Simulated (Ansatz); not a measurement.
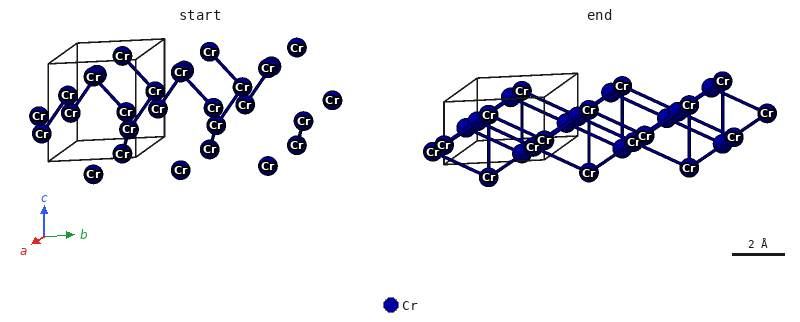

The structure of solid Cr (built on the trigonal selenium_152 type) (coarse preliminary run) before (left) and after (right) a relaxation, at one scale.

The picture is a ball-and-stick view of the cell of the calculation, repeated 2 × 3 × 1 with one cell outlined, seen slightly off an axis.

Case: trigonal selenium type (P3_121, No. 152).

Computed with DFT r2SCAN, scalar-relativistic, plane waves, PAW in Ansatz.

The input:
```yaml
crystal:
  lattice:
    - [3.4412579625, 0.0, 0.0]
    - [-1.7206289813, 2.9802168165, 0.0]
    - [0.0, 0.0, 3.9042223541]
  atoms:
    - { symbol: Cr, position: [0.2254, 0.0, 0.3333333333] }
    - { symbol: Cr, position: [0.0, 0.2254, 0.6666666667] }
    - { symbol: Cr, position: [0.7746, 0.7746, 0.0] }
basis:
  ecutwfc: 500
kpoints:
  mp_grid: { grid: [6, 6, 4] }
hamiltonian:
  xc: r2scan
scf:
  occupations: { method: gaussian, width: 0.1 }
  lower_state_search: "off"
output:
  forces: true
  stress: true
  eigenvalues: true
relax:
  adjacent_minimum: "off"
  f_tol: 0.04
  max_steps: 70
  cell: { stress_tol: 0.4 }
```

Describe what moved and what it gained.

The largest moves relative to the cell, 0.43 Å, are those of Cr1, Cr2 and Cr3. Cr1 goes along +a. The drawn cell changes as follows: a = b 3.441 → 3.957 Å (+15.0 %), c 3.904 → 2.505 Å (−35.8 %); the volume changes by −15.2 %. Among the contacts that change: Cr1–Cr1 3.904 → 2.505 Å, Cr1–Cr2 1.870 → 2.432 Å, Cr1–Cr2 (another image) 2.708 → 2.432 Å. Bond angles that change, for instance: Cr2–Cr1–Cr3 103.1° → 71.1°. The space group (tolerance 0.01 Å) goes from P3_121 (No. 152) to R-3m (No. 166). Over 10 accepted moves (12 points after the start) the energy falls by 5.329 eV per cell of the calculation. The largest force component goes from 4.3 to under 0.0001 eV/Å. Pressure: 14.45 GPa at the start and −0.05 GPa at the end. The line search rejected the trial step at point 9 of the run. The SCF was repeated once at an unchanged geometry on a basis and grid sized afresh for the cell, which shifted the energy by 4.3 meV per cell of the calculation at most. The run took roughly 90 core-seconds on a shared host.

Limits of the set-up: the k-point mesh is coarse for a cell with partly filled bands.
